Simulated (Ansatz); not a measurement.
# Residual resistivity of an alloy: Al(111) with 4 layers of random Al-Rh, 2x2, part 2 of 2

How strongly does chemical disorder scatter in Al(111) with 4 layers of random Al-Rh, 2x2?

Ansatz 0.2.0; Ansatz plane-wave DFT, PBE, PAW files; ballistic transport by layer matching (Landauer), zero bias; PAW set soft_1.

So far. Step 3 (With 8 alloy layers): Over the solved energies the transmission per spin lies between 1.84 and 1.85, out of 5.47 channels of the lead on average (up to 5.59).

### 4. With 12 alloy layers

System of this step: Al(111) with 12 layers of random Al-Rh, 2x2. The cell holds 72 atoms: 66 Al and 6 Rh. Its edges and angles: a = 5.725 Å, b = 5.725 Å, c = 42.068 Å, α = 90.0°, β = 90.0°, γ = 120.0°. It derives from Al. Regions: lead, 24 atoms (24 Al); scattering region, 48 atoms (42 Al and 6 Rh). The structure is stacked along c, and the current runs across the ab planes.

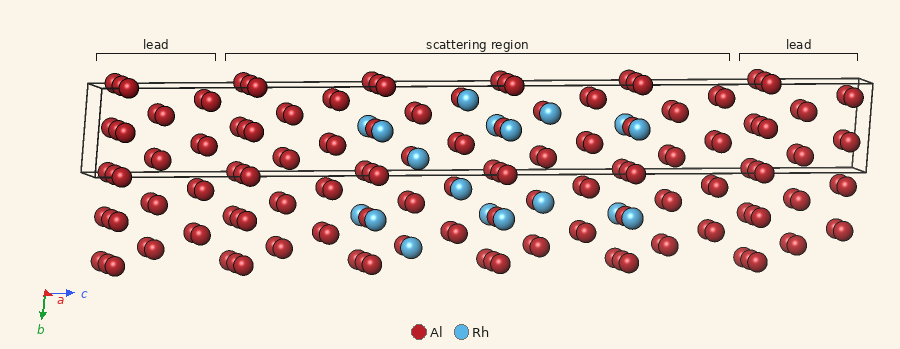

The cell of this step (aluminium red, rhodium blue). 1×2×1 cells are drawn. Some periodic images of atoms are drawn too.

File input.yaml:

```yaml
crystal:
  lattice:
    - [5.7246940741, 0.0, 0.0]
    - [-2.862347037, 4.957730497, 0.0]
    - [0.0, 0.0, 42.0677382451]
  atoms:
    - { symbol: Al, position: [0.0, 0.0, 0.0277777778] }
    - { symbol: Al, position: [0.0, 0.5, 0.0277777778] }
    - { symbol: Al, position: [0.5, 0.0, 0.0277777778] }
    - { symbol: Al, position: [0.5, 0.5, 0.0277777778] }
    - { symbol: Al, position: [0.1666666667, 0.3333333333, 0.0833333333] }
    - { symbol: Al, position: [0.1666666667, 0.8333333333, 0.0833333333] }
    - { symbol: Al, position: [0.6666666667, 0.3333333333, 0.0833333333] }
    - { symbol: Al, position: [0.6666666667, 0.8333333333, 0.0833333333] }
    - { symbol: Al, position: [0.3333333333, 0.1666666667, 0.1388888889] }
    - { symbol: Al, position: [0.3333333333, 0.6666666667, 0.1388888889] }
    - { symbol: Al, position: [0.8333333333, 0.1666666667, 0.1388888889] }
    - { symbol: Al, position: [0.8333333333, 0.6666666667, 0.1388888889] }
    - { symbol: Al, position: [0.0, 0.0, 0.1944444444] }
    - { symbol: Al, position: [0.0, 0.5, 0.1944444444] }
    - { symbol: Al, position: [0.5, 0.0, 0.1944444444] }
    - { symbol: Al, position: [0.5, 0.5, 0.1944444444] }
    - { symbol: Al, position: [0.1666666667, 0.3333333333, 0.25] }
    - { symbol: Al, position: [0.1666666667, 0.8333333333, 0.25] }
    - { symbol: Al, position: [0.6666666667, 0.3333333333, 0.25] }
    - { symbol: Al, position: [0.6666666667, 0.8333333333, 0.25] }
    - { symbol: Al, position: [0.3333333333, 0.1666666667, 0.3055555556] }
    - { symbol: Al, position: [0.3333333333, 0.6666666667, 0.3055555556] }
    - { symbol: Al, position: [0.8333333333, 0.1666666667, 0.3055555556] }
    - { symbol: Al, position: [0.8333333333, 0.6666666667, 0.3055555556] }
    - { symbol: Al, position: [0.0, 0.0, 0.3611111111] }
    - { symbol: Rh, position: [0.0, 0.5, 0.3611111111] }
    - { symbol: Al, position: [0.5, 0.0, 0.3611111111] }
    - { symbol: Al, position: [0.5, 0.5, 0.3611111111] }
    - { symbol: Al, position: [0.1666666667, 0.3333333333, 0.4166666667] }
    - { symbol: Al, position: [0.1666666667, 0.8333333333, 0.4166666667] }
    - { symbol: Al, position: [0.6666666667, 0.3333333333, 0.4166666667] }
    - { symbol: Rh, position: [0.6666666667, 0.8333333333, 0.4166666667] }
    - { symbol: Al, position: [0.3333333333, 0.1666666667, 0.4722222222] }
    - { symbol: Al, position: [0.3333333333, 0.6666666667, 0.4722222222] }
    - { symbol: Rh, position: [0.8333333333, 0.1666666667, 0.4722222222] }
    - { symbol: Al, position: [0.8333333333, 0.6666666667, 0.4722222222] }
    - { symbol: Al, position: [0.0, 0.0, 0.5277777778] }
    - { symbol: Rh, position: [0.0, 0.5, 0.5277777778] }
    - { symbol: Al, position: [0.5, 0.0, 0.5277777778] }
    - { symbol: Al, position: [0.5, 0.5, 0.5277777778] }
    - { symbol: Al, position: [0.1666666667, 0.3333333333, 0.5833333333] }
    - { symbol: Al, position: [0.1666666667, 0.8333333333, 0.5833333333] }
    - { symbol: Rh, position: [0.6666666667, 0.3333333333, 0.5833333333] }
    - { symbol: Al, position: [0.6666666667, 0.8333333333, 0.5833333333] }
    - { symbol: Al, position: [0.3333333333, 0.1666666667, 0.6388888889] }
    - { symbol: Al, position: [0.3333333333, 0.6666666667, 0.6388888889] }
    - { symbol: Al, position: [0.8333333333, 0.1666666667, 0.6388888889] }
    - { symbol: Al, position: [0.8333333333, 0.6666666667, 0.6388888889] }
    - { symbol: Al, position: [0.0, 0.0, 0.6944444444] }
    - { symbol: Rh, position: [0.0, 0.5, 0.6944444444] }
    - { symbol: Al, position: [0.5, 0.0, 0.6944444444] }
    - { symbol: Al, position: [0.5, 0.5, 0.6944444444] }
    - { symbol: Al, position: [0.1666666667, 0.3333333333, 0.75] }
    - { symbol: Al, position: [0.1666666667, 0.8333333333, 0.75] }
    - { symbol: Al, position: [0.6666666667, 0.3333333333, 0.75] }
    - { symbol: Al, position: [0.6666666667, 0.8333333333, 0.75] }
    - { symbol: Al, position: [0.3333333333, 0.1666666667, 0.8055555556] }
    - { symbol: Al, position: [0.3333333333, 0.6666666667, 0.8055555556] }
    - { symbol: Al, position: [0.8333333333, 0.1666666667, 0.8055555556] }
    - { symbol: Al, position: [0.8333333333, 0.6666666667, 0.8055555556] }
    - { symbol: Al, position: [0.0, 0.0, 0.8611111111] }
    - { symbol: Al, position: [0.0, 0.5, 0.8611111111] }
    - { symbol: Al, position: [0.5, 0.0, 0.8611111111] }
    - { symbol: Al, position: [0.5, 0.5, 0.8611111111] }
    - { symbol: Al, position: [0.1666666667, 0.3333333333, 0.9166666667] }
    - { symbol: Al, position: [0.1666666667, 0.8333333333, 0.9166666667] }
    - { symbol: Al, position: [0.6666666667, 0.3333333333, 0.9166666667] }
    - { symbol: Al, position: [0.6666666667, 0.8333333333, 0.9166666667] }
    - { symbol: Al, position: [0.3333333333, 0.1666666667, 0.9722222222] }
    - { symbol: Al, position: [0.3333333333, 0.6666666667, 0.9722222222] }
    - { symbol: Al, position: [0.8333333333, 0.1666666667, 0.9722222222] }
    - { symbol: Al, position: [0.8333333333, 0.6666666667, 0.9722222222] }
kpoints:
  mp_grid: { grid: [5, 5, 1] }
hamiltonian:
  xc: pbe
  pseudopotentials: { kind: paw, azcp: { folder: soft_1 } }
scf:
  occupations: { method: fermi_dirac, width: 0.1 }
output:
  transmission:
    leads: [[0, 4]]
    kmesh: [10, 10]
    e_range: [-0.05, 0.05]
    de: 0.05
  write_potential: true
  write_density: true
  volumetric_format: npy
```

Command:

```bash
$ ansatz run input.yaml --threads 8 --pin off --max-ram 15360MiB --backend cpu --events-out ev --progress --plain --runs-dir out
```

Numbers of over 12 decimals in the logs are rounded to 6 here.

Output:

```text
[...]
Crystal: 72 atoms, lattice volume = 1193.945 Å³
Basis set: ecut = 420 eV, 23469 PW (Γ)
Bands: 222, of which v1, the nominal top of the filled ones, is band 150 counted from 1 (149 counted from 0)
Symmetry: 1 space group operations
[...]
k-points: 13 of 25 (time reversal used)
[...]
SCF iter   1: F=—  HF=-73952.577135 eV  |F-HF|=—  |Δ(HF+E_count)|=         —  Δρ=1.67e-1  dr2=3.46e3  ethr=3.10e-3  ⟨swp⟩=7.0  Hψ=13026  notcnv=0  defer=37
[...]
SCF iter  11: F=-73902.591311 eV  HF=-73902.591311 eV  |F-HF|=4.47e-8  |Δ(HF+E_count)|=   3.38e-9  Δρ=9.03e-7  dr2=4.71e-8  ethr=3.33e-11  ⟨swp⟩=15.1  Hψ=11573  notcnv=0
SCF 1 converged in 11 iterations: F = -73902.591311 eV  dr2 = 4.71e-8
[...]
transmission: 324 of 3068 steps passed
transmission: 624 of 3068 steps passed
[...]
transmission: 3068 of 3068 steps passed
SCF converged after 11 iterations
Free energy (F): -73902.591311 eV
[...]
Internal energy: -73901.539571 eV  (E = F + TS)
E sigma→0 (E₀):  -73902.065441 eV
Entropy (-TS):   -1.051740 eV (-14.608 meV/atom)
Fermi energy:    8.742127 eV
[...]
--- Band table (eV; the first three rows and the last of 13) ---
  k-point 0: bands = [... 146 lower, 7.6818, 7.7917, 7.9227, 7.9292, 7.9990, 8.0290, 8.1099, 8.1217, ... 68 higher]
  k-point 1: bands = [... 146 lower, 8.0772, 8.1233, 8.1533, 8.1968, 8.2529, 8.3814, 8.4230, 8.4371, ... 68 higher]
  k-point 2: bands = [... 146 lower, 8.7803, 8.8237, 8.8586, 8.8928, 8.9200, 8.9639, 9.0052, 9.0784, ... 68 higher]
  k-point 12: bands = [... 146 lower, 8.5565, 8.6323, 8.6875, 8.7844, 8.8067, 8.8550, 8.9058, 8.9440, ... 68 higher]
--- Transmission ---
  basis      : 253 plane waves across, 59 finite elements along
  points     : 52, standing for a mesh of 10 x 10
[...]
channels       : 5.590000e0 a spin
[...]
junction   : crystal 0 to crystal 0, 1.64 to 41.37 Å
    transmission   : 1.369788e0 a spin
[...]
```

The job ended after 4.7 min (8 threads of AMD EPYC 7B13 (Zen 3), shared host; peak memory 9.5 GiB).

Numbers from this step:

- free energy: -73902.5913 eV
- energy at zero smearing: -73902.0654 eV
- Fermi energy: 8.742 eV
- transmission per spin nearest the Fermi level: 1.370
- step of the lead's potential: 18.5 meV

Per spin. Transmission, zone mean against energy, zero at the Fermi level:

| energy (eV) | transmission, zone mean |
| --- | --- |
| -0.0500 | 1.36 |
| 0.0000 | 1.37 |
| 0.0500 | 1.39 |

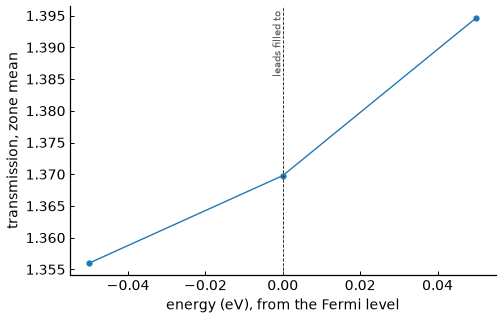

Transmission, zone mean against energy.

Over the solved energies the transmission per spin lies between 1.36 and 1.39, out of 5.53 channels of the lead on average (up to 5.59).

### 5. The fit

This step: Ansatz plane-wave DFT, PBE, PAW files; ballistic transport by layer matching (Landauer), zero bias; residual resistivity from the slope of the area resistance, atoms on the host's lattice; PAW set soft_1 (Ansatz 0.2.0).

Numbers from this step:

| Property | Result |
| --- | --- |
| resistivity | 80.40 µΩ cm |
| intercept | -0.2300 fΩ m² |
| scatter about the fit | 0.02852 fΩ m² |

Resistance, by row:

| run | length (Å) | T | channels N | RA (fΩ m²) |
| --- | --- | --- | --- | --- |
| n4 | 9.348 | 3.115 | 5.43 | 0.5014 |
| n8 | 18.7 | 1.847 | 5.47 | 1.313 |
| n12 | 28.05 | 1.373 | 5.53 | 2.005 |

The area resistance by length of the alloy:

| length of the alloy (Å) | area resistance (fΩ m²) |
| --- | --- |
| 9.35 | 0.501 |
| 18.70 | 1.31 |
| 28.05 | 2.00 |

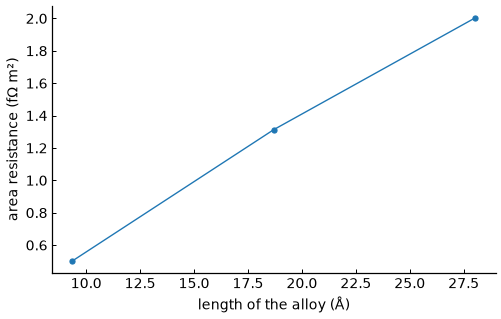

Area resistance, plotted against length of the alloy.

The area resistance goes from 0.50 to 2.0 fΩ m² between 9.3 and 28.0 Å, a slope of 80 µΩ cm.

By hand from the end points: (2.005 − 0.5014) fΩ m² / (28.05 − 9.35) Å = 80 µΩ cm, since 1 fΩ m² per Å is 1000 µΩ cm.

### 6. Outcome

```
resistivity from the slope  : 80.4 µΩ cm
area resistance over 9.35 Å : 0.501 fΩ m²
area resistance over 18.7 Å : 1.31 fΩ m²
area resistance over 28.0 Å : 2.00 fΩ m²
```

The slope gives 80 µΩ cm. The points scatter by 0.029 fΩ m² about the line, with one random draw a length in a 2x2 cell, so the slope is a rough value. The lead's own channel count moves between the runs (5.43, 5.47 and 5.53), which shifts RA and the slope too. Read with a model of isotropic scattering on a spherical Fermi surface and the lead's 1.5×10¹⁵ S/m², this slope means a mean free path near 6.3 Å; over these lengths the model's slope is within 3 % of its bulk resistivity. The draw over the shortest length came out nearly ordered, with 8 symmetry operations, so that point is a poor sample of a random alloy. The atoms sit on the host's lattice, so scattering by size misfit is left out.

[Logs are printed without paths, hosts, clocks, repeated set-up lines and the standing remarks that a program may print on its own settings, such as how far it seeks lower states.]

[Hosts, paths, dates, database ids (printed as entryN), source tags and the programs' standing remarks are cut or masked in the printed files.]
